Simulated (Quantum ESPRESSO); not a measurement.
## Band-structure run of Ge (part 2 of 2)

The same run, continued: Ge (2 atoms in the cell); Kohn-Sham DFT of a periodic cell, rPW86PBE with rVV10, PseudoDojo 0.4.1 SR PBE standard, no spin polarisation (Quantum ESPRESSO 7.5); cutoff 1061.24 eV, 8×8×8 k-mesh, fermi-dirac of 0.05 eV. The structure derives from an entry of the Crystallography Open Database.

Geometry of the input (Å; fractional positions):
```
0.0000  2.8289  2.8289
2.8289  0.0000  2.8289
2.8289  2.8289  0.0000
Ge 0.7500  0.7500  0.7500
Ge 0.5000  0.5000  0.5000
```

## The program's output, continued
```
   -15.3171 -15.3171 -15.2751 -15.2174 -15.2174 -15.0832 -15.0832 -15.0665
   -15.0057 -15.0057  -1.1816   1.9213   8.1529   8.1529   9.6347  13.3190
    13.3190  16.6062  19.9781  20.4922  20.8044

          k = 0.1768 0.0000 0.0000 (  3575 PWs)   bands (ev):

   -15.3007 -15.2981 -15.2981 -15.2505 -15.2351 -15.0815 -15.0437 -15.0374
   -15.0374 -15.0196  -3.0047   7.0703   8.6826   8.6826  11.4488  11.6863
    13.2989  13.2989  16.9736  17.0766  19.3814

          k = 0.2652 0.0884-0.0884 (  3563 PWs)   bands (ev):

   -15.3140 -15.3064 -15.2898 -15.2364 -15.2150 -15.1021 -15.0601 -15.0409
   -15.0227 -15.0096  -2.5703   5.3058   8.0313   8.1243  11.4201  12.1249
    14.1227  14.3835  16.8601  18.4136  19.1563

          k = 0.3536 0.1768-0.1768 (  3553 PWs)   bands (ev):

   -15.3248 -15.3141 -15.2751 -15.2212 -15.2029 -15.1110 -15.0759 -15.0569
   -15.0109 -14.9983  -1.8266   3.3710   7.3474   7.8096  11.1114  12.8528
    14.3061  15.1324  18.2927  18.8967  19.9485

          k =-0.2652-0.4419 0.4419 (  3552 PWs)   bands (ev):

   -15.3292 -15.3192 -15.2625 -15.2095 -15.2054 -15.1032 -15.0893 -15.0726
   -15.0030 -14.9934  -1.0847   2.0454   6.8909   7.8056  10.8829  13.0928
    14.0401  16.6820  18.4292  20.3425  20.7953

          k =-0.1768-0.3536 0.3536 (  3557 PWs)   bands (ev):

   -15.3267 -15.3219 -15.2606 -15.2165 -15.2037 -15.0982 -15.0837 -15.0803
   -14.9995 -14.9972  -1.2882   2.3719   6.7523   8.1024  10.8968  13.3242
    13.7451  16.8483  18.3686  18.6096  20.3564

          k =-0.0884-0.2652 0.2652 (  3560 PWs)   bands (ev):

   -15.3202 -15.3176 -15.2719 -15.2280 -15.2101 -15.0955 -15.0794 -15.0590
   -15.0097 -15.0016  -2.1049   3.9866   7.0012   8.6269  11.1183  13.3384
    13.4955  15.1889  17.2087  18.3829  19.9343

          k = 0.0000-0.1768 0.1768 (  3557 PWs)   bands (ev):

   -15.3123 -15.3047 -15.2863 -15.2404 -15.2287 -15.0801 -15.0695 -15.0389
   -15.0283 -15.0100  -2.7572   5.8499   7.8176   9.1658  11.1924  12.6884
    12.7960  14.3001  17.1745  17.9298  18.1957

          k = 0.3536 0.0000 0.0000 (  3543 PWs)   bands (ev):

   -15.3108 -15.3108 -15.2999 -15.2253 -15.1892 -15.1342 -15.0670 -15.0217
   -15.0176 -15.0176  -2.2517   4.7580   7.5289   7.5289  10.5430  12.2376
    15.3656  15.3656  16.6004  19.5896  20.1834

          k = 0.4419 0.0884-0.0884 (  3546 PWs)   bands (ev):

   -15.3256 -15.3175 -15.2807 -15.2077 -15.1692 -15.1547 -15.0848 -15.0447
   -15.0064 -14.9978  -1.5956   3.4113   6.7076   7.1802  10.7977  12.2105
    15.2805  15.9945  18.7510  20.4603  20.8801

          k =-0.1768-0.5303 0.5303 (  3560 PWs)   bands (ev):

   -15.3383 -15.3231 -15.2559 -15.1904 -15.1699 -15.1509 -15.1043 -15.0716
   -14.9976 -14.9834  -0.7704   2.1135   5.8355   7.1650  10.9334  13.7336
    14.9489  15.7647  19.4604  20.9490  21.2316

          k =-0.0884-0.4419 0.4419 (  3556 PWs)   bands (ev):

   -15.3415 -15.3266 -15.2431 -15.1877 -15.1790 -15.1289 -15.1194 -15.0852
   -14.9933 -14.9803  -0.6101   1.9047   5.4142   7.4829  11.1359  14.5303
    15.2232  16.2897  17.1984  18.6061  21.3615

          k = 0.0000-0.3536 0.3536 (  3555 PWs)   bands (ev):

   -15.3333 -15.3261 -15.2488 -15.2149 -15.1873 -15.1153 -15.0938 -15.0833
   -14.9945 -14.9907  -1.3816   2.9656   5.6997   8.0544  11.4715  14.3501
    14.6093  14.8002  17.2720  18.9404  21.4166

          k = 0.5303-0.0000 0.0000 (  3539 PWs)   bands (ev):

   -15.3221 -15.3221 -15.2801 -15.1909 -15.1880 -15.1368 -15.1024 -15.0455
   -14.9989 -14.9989  -1.0278   2.5761   6.7613   6.7613  10.0997  11.0907
    17.5526  17.5526  18.7119  21.5251  21.8172

          k =-0.0884-0.6187 0.6187 (  3541 PWs)   bands (ev):

   -15.3334 -15.3257 -15.2541 -15.2067 -15.1674 -15.1236 -15.1200 -15.0728
   -14.9932 -14.9864  -0.2025   1.5350   6.0063   6.6737  10.4210  11.4704
    17.3805  17.8264  20.0364  21.3904  21.4604

          k = 0.0000-0.5303 0.5303 (  3536 PWs)   bands (ev):

   -15.3436 -15.3276 -15.2397 -15.1809 -15.1564 -15.1419 -15.1376 -15.0873
   -14.9911 -14.9768   0.1393   1.2013   5.2352   6.9347  10.6790  13.6058
    16.6879  16.9129  17.6614  19.4059  23.0060

          k =-0.7071 0.0000 0.0000 (  3540 PWs)   bands (ev):

   -15.3265 -15.3265 -15.2422 -15.2422 -15.1448 -15.1448 -15.0862 -15.0862
   -14.9915 -14.9915   0.6111   0.6111   6.4971   6.4971  10.2720  10.2720
    18.9842  18.9842  21.0246  21.0246  22.3568

          k = 0.3536 0.1768 0.0000 (  3553 PWs)   bands (ev):

   -15.3215 -15.3187 -15.2762 -15.2232 -15.1938 -15.1239 -15.0731 -15.0523
   -15.0083 -15.0011  -2.0272   4.1173   6.7077   7.9414  11.8976  12.2868
    14.1979  15.0689  17.5922  19.5892  19.9425

          k =-0.2652-0.4419 0.6187 (  3557 PWs)   bands (ev):

   -15.3332 -15.3253 -15.2545 -15.2082 -15.1813 -15.1326 -15.0896 -15.0765
   -14.9967 -14.9895  -1.2238   2.6753   6.0156   7.4660  11.9583  12.9545
    14.4344  15.6821  18.8606  19.1466  21.0517

          k =-0.1768-0.3536 0.5303 (  3548 PWs)   bands (ev):

   -15.3384 -15.3267 -15.2447 -15.1969 -15.1830 -15.1273 -15.1061 -15.0845
   -14.9942 -14.9834  -0.6704   1.8587   5.8303   7.2532  11.8890  12.9503
    15.3287  16.4493  17.3201  20.5011  21.0087

          k =-0.1768-0.5303 0.7071 (  3544 PWs)   bands (ev):

   -15.3304 -15.3298 -15.2578 -15.1892 -15.1758 -15.1478 -15.1042 -15.0680
   -14.9913 -14.9909  -0.8584   2.3677   6.0631   6.6755  11.4131  12.0601
    15.1134  17.4288  19.6875  19.9641  22.2690

          k =-0.0884-0.4419 0.6187 (  3545 PWs)   bands (ev):

   -15.3418 -15.3323 -15.2321 -15.1777 -15.1700 -15.1446 -15.1258 -15.0927
   -14.9876 -14.9788  -0.0873   1.4644   5.4295   6.4832  11.8182  13.7403
    14.6228  16.5923  18.4197  21.1812  21.6788

          k = 0.0000-0.3536 0.5303 (  3557 PWs)   bands (ev):

   -15.3422 -15.3319 -15.2326 -15.1846 -15.1581 -15.1539 -15.1212 -15.0924
   -14.9883 -14.9790  -0.4119   1.8246   5.2788   6.8415  12.1854  14.0493
    14.4963  16.2852  17.7360  19.2507  22.8279

          k =-0.7071 0.1768-0.0000 (  3542 PWs)   bands (ev):

   -15.3343 -15.3343 -15.2230 -15.2230 -15.1464 -15.1464 -15.1025 -15.1025
   -14.9850 -14.9850   0.6574   0.6574   6.0292   6.0292  11.4638  11.4638
    17.1063  17.1063  20.5337  20.5337  22.4555

          k =-0.7071 0.3536 0.0000 (  3552 PWs)   bands (ev):

   -15.3404 -15.3404 -15.1996 -15.1996 -15.1521 -15.1521 -15.1195 -15.1195
   -14.9796 -14.9796   0.7062   0.7062   5.6651   5.6651  13.8350  13.8350
    14.2438  14.2438  20.5002  20.5002  22.5391

     the Fermi energy is     9.5410 ev

!    total energy              =    -357.66892721 Ry
     estimated scf accuracy    <          5.1E-11 Ry
     smearing contrib. (-TS)   =      -0.00006496 Ry
     internal energy E=F+TS    =    -357.66886225 Ry

     The total energy is F=E-TS. E is the sum of the following terms:
     one-electron contribution =    -183.36902440 Ry
     hartree contribution      =     110.92540646 Ry
     xc contribution           =     -87.72448610 Ry
     ewald contribution        =    -197.50075820 Ry

     convergence has been achieved in   8 iterations

     Forces acting on atoms (cartesian axes, Ry/au):

     atom    1 type  1   force =     0.00000000    0.00000000   -0.00000000
     atom    2 type  1   force =    -0.00000000   -0.00000000    0.00000000

     Total force =     0.000000     Total SCF correction =     0.000000

     Computing stress (Cartesian axis) and pressure

          total   stress  (Ry/bohr**3)                   (kbar)     P=       43.63
   0.00029659   0.00000000   0.00000000           43.63        0.00        0.00
   0.00000000   0.00029659   0.00000000            0.00       43.63        0.00
   0.00000000   0.00000000   0.00029659            0.00        0.00       43.63

=------------------------------------------------------------------------------=
   JOB DONE.
=------------------------------------------------------------------------------=
```

## File pp_potential.out
```
This program is part of the open-source Quantum ESPRESSO suite
     for quantum simulation of materials; please cite
         "P. Giannozzi et al., J. Phys.:Condens. Matter 21 395502 (2009);
         "P. Giannozzi et al., J. Phys.:Condens. Matter 29 465901 (2017);
         "P. Giannozzi et al., J. Chem. Phys. 152 154105 (2020);
          URL
     in publications or presentations arising from this work. More details at

     ./tmp/pwscf.save/

     IMPORTANT: XC functional enforced from input :
     Exchange-correlation= RVV10
                           (   1   4  13   4  26   0   0)
     Any further DFT definition will be discarded
     Please, verify this is what you really want

     G-vector sticks info
     --------------------
     sticks:   dense  smooth     PW     G-vecs:    dense   smooth      PW
     Sum        1237    1237    361                28475    28475    4573

     Using Slab Decomposition

Carrying out rVV10 run using the following parameters:
Nqs =      20    Nr_points =    1024   r_max =   100.000
b_value =  6.30000    beta =  0.00901
     q_mesh =  0.00010000  0.00030000  0.00058939  0.00100810
               0.00161396  0.00249058  0.00375900  0.00559430
               0.00824984  0.01209221  0.01765183  0.02569619
               0.03733578  0.05417739  0.07854596  0.11380545
               0.16482331  0.23864234  0.34545298  0.50000000

Gradients computed in Reciprocal space

     Calling punch_plot, plot_num =  11
     Writing data to file  potential.dat
     Reading data from file  potential.dat

     Writing data to be plotted to file potential.cube
     Plot Type: 3D                     Output format: Gaussian cube

=------------------------------------------------------------------------------=
   JOB DONE.
=------------------------------------------------------------------------------=
```

## File pp_elf.out
```
This program is part of the open-source Quantum ESPRESSO suite
     for quantum simulation of materials; please cite
         "P. Giannozzi et al., J. Phys.:Condens. Matter 21 395502 (2009);
         "P. Giannozzi et al., J. Phys.:Condens. Matter 29 465901 (2017);
         "P. Giannozzi et al., J. Chem. Phys. 152 154105 (2020);
          URL
     in publications or presentations arising from this work. More details at

     ./tmp/pwscf.save/

     IMPORTANT: XC functional enforced from input :
     Exchange-correlation= RVV10
                           (   1   4  13   4  26   0   0)
     Any further DFT definition will be discarded
     Please, verify this is what you really want

     G-vector sticks info
     --------------------
     sticks:   dense  smooth     PW     G-vecs:    dense   smooth      PW
     Sum        1237    1237    361                28475    28475    4573

     Using Slab Decomposition

Carrying out rVV10 run using the following parameters:
Nqs =      20    Nr_points =    1024   r_max =   100.000
b_value =  6.30000    beta =  0.00901
     q_mesh =  0.00010000  0.00030000  0.00058939  0.00100810
               0.00161396  0.00249058  0.00375900  0.00559430
               0.00824984  0.01209221  0.01765183  0.02569619
               0.03733578  0.05417739  0.07854596  0.11380545
               0.16482331  0.23864234  0.34545298  0.50000000

Gradients computed in Reciprocal space

     Calling punch_plot, plot_num =   8
     Message from routine do_elf_kin:
     elf/kin + US not fully implemented
     Writing data to file  elf.dat
     Reading data from file  elf.dat

     Writing data to be plotted to file elf.cube
     Plot Type: 3D                     Output format: Gaussian cube

=------------------------------------------------------------------------------=
   JOB DONE.
=------------------------------------------------------------------------------=
```

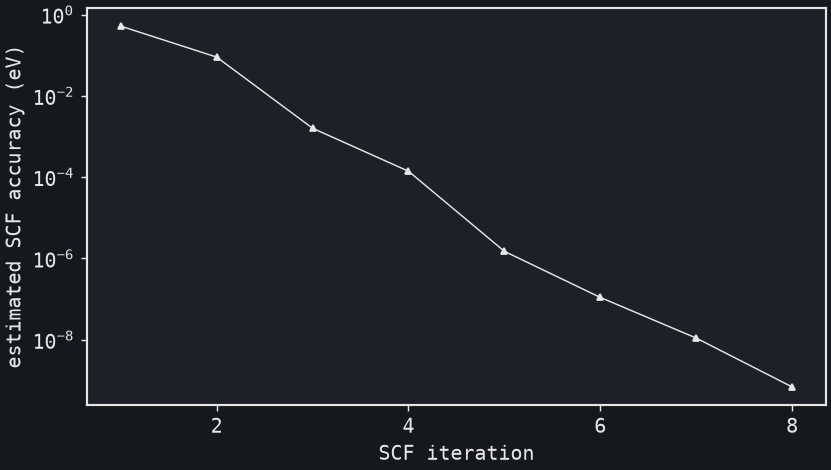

**Figure 1.** Convergence of the self-consistent field: estimated SCF accuracy against the iteration. The field takes 8 iterations in all.

## Key numbers

| quantity | value |
| --- | --- |
| outcome | converged |
| space group (tolerance 0.01 Å) | Fd-3m (227) |
| electrons treated | 28 |
| free energy | −4866.3337 eV |
| Fermi energy | 9.541 eV |
| gap on the k-point mesh | none (metallic) |
| pressure | 4.36 GPa |
| largest force (length of the vector) | under 0.001 eV/Å |
| wall time | 71 s |
| peak memory | 0.16 GiB |

## Notes

Further notes kept with the run: potentials made for another functional. Points of doubt noted for this run: potentials made for another functional.
